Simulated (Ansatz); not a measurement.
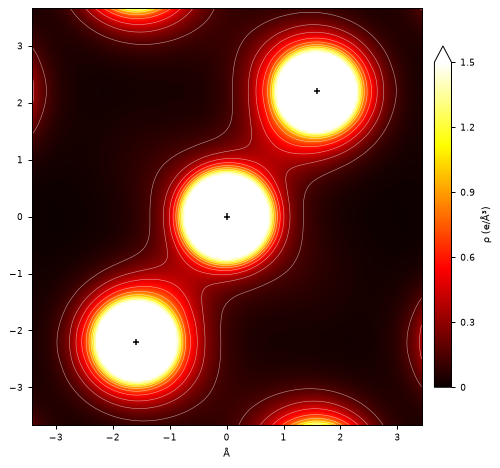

The valence electron density on a plane through atoms (crosses mark nuclei in the plane).

The calculation used DFT PBEsol, scalar-relativistic, plane waves, PAW in Ansatz 0.2.0.

Candidates:
A. SnSe2, a = 3.82 Å, b = 3.82 Å, c = 6.15 Å, α = 90.00°, β = 90.00°, γ = 120.00°. Space group P-3m1.
B. TiCo2, a = 6.70 Å, b = 6.70 Å, c = 6.70 Å, α = 90.00°, β = 90.00°, γ = 90.00°. Space group Fd-3m; computed pressure about −14 GPa in this cell; computed without spin polarisation.
C. ScAl, a = 3.31 Å, b = 3.31 Å, c = 3.31 Å, α = 90.00°, β = 90.00°, γ = 90.00°. Space group Pm-3m; a structure from a database of computed crystals, not necessarily the ambient phase; changed on purpose from its base cell (volume × 0.97); computed pressure about 3 GPa in this cell.

Which system is this?

Answer. Candidate A: SnSe2 on the (110) plane of the conventional cell, which holds Sn and Se. Sn–Se (2.72 Å): ρ is about 0.39 e/Å³ halfway.
